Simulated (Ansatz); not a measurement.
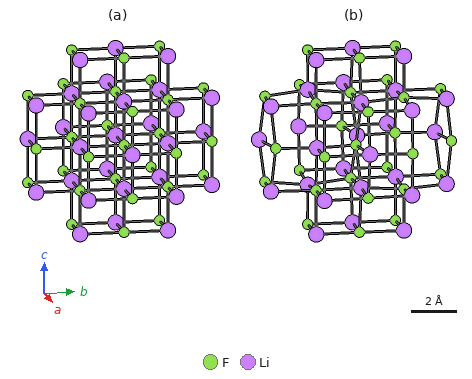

Left: perfect LiF. Right: the same region with a pair of point defects, after relaxing the atoms in a supercell of 64 sites. The picture is a ball-and-stick view of the atoms within 4.6 Å of one point, seen slightly off an axis.

Method: Ansatz, DFT, PBEsol, PAW, plane waves. (plane-wave cutoff 420 eV; k-point mesh 1 × 1 × 1; mesh shifted by (0.25, 0.25, 0.25); no spin polarisation) Fermi-Dirac smearing of 0.01 eV. The axes drawn are those of the host's conventional cell.

Which defect is it?

A lithium atom is taken out (a vacancy) and a fluorine atom is taken out (a vacancy), the two sites 4.5 Å apart.

The charge state of the cell is 0.

How does the lattice respond?

Around the empty Li site the host had 6 F at 2.00 Å; after relaxation the nearest atoms are 6 F at 2.10 to 2.18 Å. Around the empty F site the host had 6 Li at 2.00 Å; after relaxation the nearest atoms are 6 Li at 2.19 to 2.24 Å. Of the host's atoms, a lithium atom moves furthest from its site, by 0.24 Å.

Limits of the set-up: the periodic images lie only 8.0 Å apart, so the values are limited by the cell's size.
